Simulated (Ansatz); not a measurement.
Run report: PtSe, single-point calculation (part 3 of 3)

The same run, continued: PtSe (F-43m, 2 atoms in the cell); DFT PBE+U+J, scalar-relativistic, plane waves, PAW, U = 7 eV, J = 0.9 eV on Pt atom 1 d, spin-polarised (Ansatz 0.2.0); cutoff 420 eV, 5×5×5 k-mesh, Gaussian smearing of 0.05 eV, collinear spins. The structure was built on a prototype by a generator; it need not be a known phase. It belongs to a series of runs on one base structure; here: random orbitals: random, high filling.

Geometry of the input (Å; fractional positions):
```
0.0000  3.0374  3.0374
3.0374  0.0000  3.0374
3.0374  3.0374  0.0000
Pt 0.0000  0.0000  0.0000
Se 0.2500  0.2500  0.2500
```

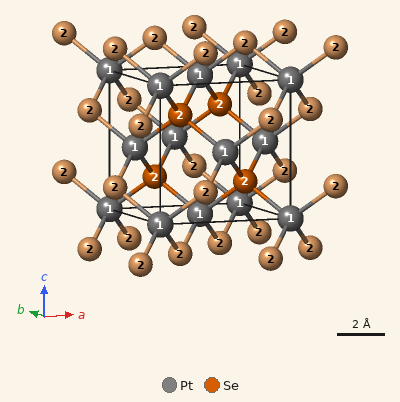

Fig. 1: The input geometry (ball-and-stick view of the cell 4 times as large as that of the calculation, set on its symmetry axes, seen slightly off an axis; neighbours outside the cell are drawn fainter; atoms are numbered from 1 in the order of the input). An atom can appear more than once, as a periodic image.

### What the program printed, continued
```
WARN: hamiltonian.hubbard: on 1 of 2 specified blocks the occupation matrix of this SCF's result fails the test of the specified filling. At site 0 ↓ (sites count from 0 in the list of atoms of the cell that this SCF solves) the least filled combination of the orbitals specified full has occupation 0.673, and the fullest combination of the orbitals specified empty has occupation 0.955; the filling counts as kept where the first is at least 0.75 and exceeds the second by more than 0.25. The state of this SCF's result may not hold the specified filling, though these bounds can also misjudge a state that does. This warning does not say which state is lower in energy, or whether the specified filling is a self-consistent state at all; see hamiltonian.hubbard.sites[].starting_ns, Limitations, and scf.initial_density.shell_occupations in the input reference
The SCF converged. Along the directions that its mixing steps explored, a Ritz value of the dielectric operator 1 − χ₀K read negative at each of the last 4 readings (its real part and the size of its imaginary part sum to between -0.018 and -0.016).
SCF 1 converged in 59 iterations: F = -17989.088124 eV  dr2 = 7.62e-10
  greatest PAW one-centre occupation: 1.000 electrons in one spin orbital (limit 2), on the Pt atom at site 0 (counted from 0), in its partial waves of l = 0
No search for a lower state was made along the close's negative reading: the deck asks for none (scf.lower_state_search: off) (following: asked_to_warn; scf.lower_state_search in the input reference).
SCF converged after 59 iterations
Magnetization: 0.9783 μB (17.4892 up, 16.5108 down)
Absolute magnetization: 0.9971 μB (∫|ρ↑−ρ↓|, with the PAW one-centre terms)
Spin contamination: 0.0595 ħ² per cell (⟨S²⟩ above its minimum at these occupations)
Per-site moments (μB) at R_I (Å): [(0.7428348942014379, 1.0850839163318036), (0.04313987070921512, 1.0850839163318036)]
Free energy (F): -17989.088124 eV
Harris-Foulkes:  -17989.088124 eV  (|F-HF|=3.40e-9)
Internal energy: -17989.085423 eV  (E = F + TS)
E sigma→0 (E₀):  -17989.086774 eV
Entropy (-TS):   -0.002701 eV (-1.351 meV/atom)
Fermi energy:    7.768317 eV
--- Per-component energies (eV) ---
  E_band       = -790.949410
  E_kinetic    = 752.422387
  E_local      = -5186.615690  (includes V_loc(G=0)·N_el)
  E_nonlocal   = -391.250286
  E_hartree    = 2264.190847
  E_xc         = -362.107267
  E_vxc        = -395.664392  (∫ρ·V_xc dr)
  E_hubbard    = 1.394497  (on-site DFT+U / exact-exchange correction)
  E_vhub       = -24.301640  (the Hubbard potential's part of the band-sum identity)
  E_paw        = -11368.023234  (= ΣΔE_a)
  E_vpaw       = -73.920201  (= ΣTr[D̂ρ^β])
  E_aug_tail   = -0.000377  (compensation charges beyond the density's cutoff)
  E_ewald      = -3699.096300
  E_smearing   = -0.002701  (= −TS)
  E_closure    = 0.000000  (closes the sum)
  Σ components = -17989.088124   (vs F -17989.088124, Δ=0.00e0)
--- DFT+U+J on-site energies (Liechtenstein; fll double counting; per corrected site; eV) ---
  site 0 (l=d): U=7.0000  J=0.9000  Tr N=8.8822  E_int=232.528793  E_dc=231.134296  E_U=1.394497
--- Specified on-site occupations, and those of the state reported ---
  electrons in the specified blocks: 7.8000 specified, 8.8822 found
  site 0 (l=d) ↓: largest change of an orbital's occupation 0.9360; electrons 2.9500 specified, 4.0330 found; spectral distance 0.9264
  site 0 (l=d) ↑: largest change of an orbital's occupation 0.0222; electrons 4.8500 specified, 4.8492 found; spectral distance 0.0413
--- Forces (eV/Å), atoms counted from 1 ---
  atom   1  Pt    -0.15505429     0.16049511     0.16018176
  atom   2  Se     0.15505227    -0.16049833    -0.16019722
  max |Σ_I F_I| component: 1.55e-5 eV/Å
--- Stress (GPa, compression-positive) ---
       -5.068017       1.263473       1.264443
        1.263463      -4.925357      -1.228347
        1.264405      -1.228319      -4.934978
  P = ⅓ Tr σ = -4.9761 GPa (-49.761 kbar)
--- Band table (eV; the first three rows and the last of 126) ---
  k-point 0 ↑: bands = ["-89.3235", "-44.1820", "-43.3829", "-43.3495", "-39.9867", "-39.9867", "-39.9527", "-39.9515", "-39.9421", "-5.2624", "0.8055", "2.2687", "2.2724", "3.4050", "3.4309", "8.5252", "8.8172", "9.2381", "9.2440", "14.7420", "14.9069", "14.9157"]
  k-point 1 ↑: bands = ["-89.3235", "-44.1821", "-43.3832", "-43.3496", "-39.9869", "-39.9868", "-39.9527", "-39.9516", "-39.9422", "-5.1625", "0.9335", "2.2913", "2.3742", "3.3460", "3.5253", "6.9880", "8.4820", "8.8322", "10.1721", "14.2824", "15.2139", "15.3736"]
  k-point 2 ↑: bands = ["-89.3237", "-44.1823", "-43.3836", "-43.3498", "-39.9872", "-39.9870", "-39.9527", "-39.9517", "-39.9424", "-5.0053", "1.1820", "2.2772", "2.9689", "3.3008", "3.8072", "4.8030", "7.8805", "8.1475", "10.6397", "15.3030", "15.6440", "15.7639"]
  k-point 62 ↓: bands = ["-88.9086", "-43.3338", "-43.0230", "-43.0079", "-39.9722", "-39.9720", "-39.9451", "-39.9444", "-39.9384", "-4.6807", "2.8982", "2.9674", "3.3754", "3.5155", "4.0051", "7.0899", "7.9660", "8.8355", "12.1530", "14.7653", "16.1440", "16.4666"]
Occupation matrices written to [file]
--- Löwdin populations: 2 sites ---
  site symbol       q [e]    m [muB]
     0     Pt     17.6040     0.8427
     1     Se     16.2488     0.1197
  spilling = 0.004330 (of n_electrons = 34.000000)
--- Occupation matrices: 1 shell (run DFT+U table (all-electron-ortho-atomic); ε = 4.53e-3) ---
  Pt0 d_5D: site group Td (-43m)
  Pt0 d_5D up     Tr n = 4.8492  λ = 0.948 0.948 0.976 0.989 0.989  [2× xz 0.33 (T2 0.99) T2(0.99) | yz 0.35 (T2 1.00) T2(1.00) | 2× x2-y2 0.49 (E 0.99) E(0.99)]
  Pt0 d_5D dn     Tr n = 4.0330  λ = 0.205 0.926 0.929 0.986 0.986  [yz 0.36 (T2 1.00) T2(1.00) | 2× xz 0.34 (T2 0.99) T2(0.99) | 2× x2-y2 0.49 (E 0.99) E(0.99)]
  specified occupation → Pt0 d_5D up: matrix, ‖Δ‖_F = 0.0413, Tr Δ = +0.0008, displaced = 0.0437, d_λ = 0.0413; orbital distance = 0.0000
  specified occupation → Pt0 d_5D dn: matrix, ‖Δ‖_F = 1.2138, Tr Δ = -1.0830, displaced = 1.0272, d_λ = 0.9264; orbital distance = 1.2756
  Tr n, λ and their labels are of the run-group-symmetrised matrices; stabiliser: 1 of 48 elements of G0×{1,Θ} (closed), max defect 1.1e-15 at τ = 9.6e-4
```

### Summary

```json
{"quantity": "outcome", "value": "converged"}
{"quantity": "space group (tolerance 0.01 Å)", "value": "F-43m (216)"}
{"quantity": "electrons treated", "value": "34"}
{"quantity": "free energy", "value": "−17989.0881 eV"}
{"quantity": "Fermi energy", "value": "7.768 eV"}
{"quantity": "gap on the k-point mesh", "value": "none (metallic)"}
{"quantity": "net moment of the cell", "value": "0.98 μB"}
{"quantity": "integrated absolute moment", "value": "1.00 μB"}
{"quantity": "pressure", "value": "−4.98 GPa"}
{"quantity": "largest force (length of the vector)", "value": "0.275 eV/Å"}
{"quantity": "hardware", "value": "2 threads of Intel Xeon (Sapphire Rapids), 16 GiB of memory available, shared host"}
{"quantity": "wall time", "value": "48 s (CPU time 91 s)"}
{"quantity": "peak memory", "value": "0.52 GiB"}
```

### Notes

Warnings of the run: a screening estimate came out negative during mixing; the typed occupations were not kept; the occupation matrices lower the symmetry. Spin–orbit coupling is left out, which matters for Pt.
